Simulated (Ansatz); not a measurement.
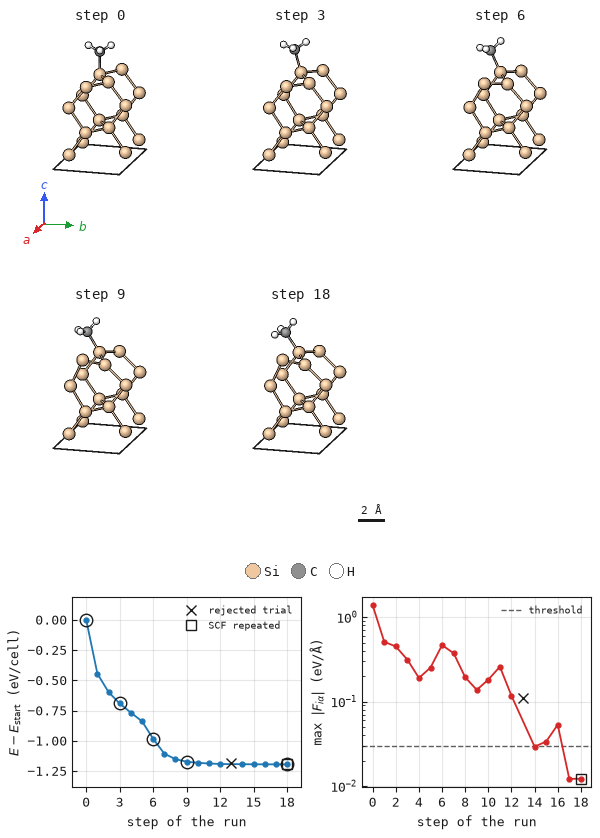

Frames of a constrained relaxation of a slab of composition Si₁₆H₃C (cut from the Fd-3m phase), marked on the history of the run. Style: ball-and-stick. Shown: the cell of the calculation, outlined in the plane, without the vacuum (origin shifted), slightly off an axis.

Case: CH3 put at a top Si site. The slab is the (1 1 0) face of Si with CH3 on it. 8 atoms are held fixed.

All numbers below come from DFT PBE+D3(BJ), scalar-relativistic, plane waves, PAW (Ansatz). (plane-wave cutoff 420 eV; k-point mesh 4 × 6 × 1; occupations gaussian; smearing width 0.05 eV; collinear spin; dipole correction; atoms relaxed in a fixed cell; force threshold 0.03 eV/Å; at most 70 steps)

What happens along the run?

Answer. The energy falls by 1.194 eV per cell of the calculation in 16 accepted moves (18 points after the start). The largest force component goes from 1.4 to 0.012 eV/Å. The line search rejected the trial step at point 13 of the run. 1 step only repeated the SCF at the same geometry. The forces were under the threshold at step 14, but the run went on from there. The largest move is that of an H atom, 2.17 Å at 73° to the normal (−c side). By element the largest moves are H 2.17 Å, C 1.18 Å, Si 0.56 Å. The lattice vectors keep their values. Some distances before and after: Si–Si 2.303 → 2.411 Å, Si–Si 2.303 → 2.360 Å, Si–Si 2.293 → 2.335 Å, Si–Si 2.323 → 2.357 Å. Among the angles between lasting bonds that change: Si–Si–C 141.8° → 109.1°, Si–Si–Si 109.9° → 86.0°, Si–Si–C 90.0° → 113.2°. Cost: 24 min on 4 threads of Arm Neoverse V2, with other jobs on the host, peak memory 2.5 GiB. From step 0 to 3: an H atom moves most (0.58 Å), energy −0.691 eV per cell of the calculation. From step 3 to 6: an H atom moves most (0.58 Å), energy −0.292 eV per cell of the calculation. From step 6 to 9: an H atom moves most (0.57 Å), energy −0.189 eV per cell of the calculation. From step 9 to 18: an H atom moves most (0.61 Å), energy −22.0 meV per cell of the calculation.

| step | E − E(0), meV/atom | largest force component, eV/Å | note |
| --- | --- | --- | --- |
| 0 | 0.00 | 1.3741 |  |
| 1 | -22.23 | 0.5099 |  |
| 2 | -29.86 | 0.4486 |  |
| 3 | -34.56 | 0.3129 |  |
| 4 | -38.35 | 0.1904 |  |
| 5 | -41.93 | 0.2527 |  |
| 6 | -49.17 | 0.4659 |  |
| 7 | -55.30 | 0.3738 |  |
| 8 | -57.59 | 0.1938 |  |
| 9 | -58.62 | 0.1375 |  |
| 10 | -59.09 | 0.1820 |  |
| 11 | -59.36 | 0.2587 |  |
| 12 | -59.58 | 0.1171 |  |
| 13 | -59.12 | 0.1116 | rejected |
| 14 | -59.66 | 0.0293 |  |
| 15 | -59.70 | 0.0336 |  |
| 16 | -59.71 | 0.0532 |  |
| 17 | -59.72 | 0.0122 |  |
| 18 | -59.72 | 0.0122 | same geometry, SCF repeated |

Limits of the set-up: the periodic images lie only 5.4 Å apart, so the values are limited by the cell's size.
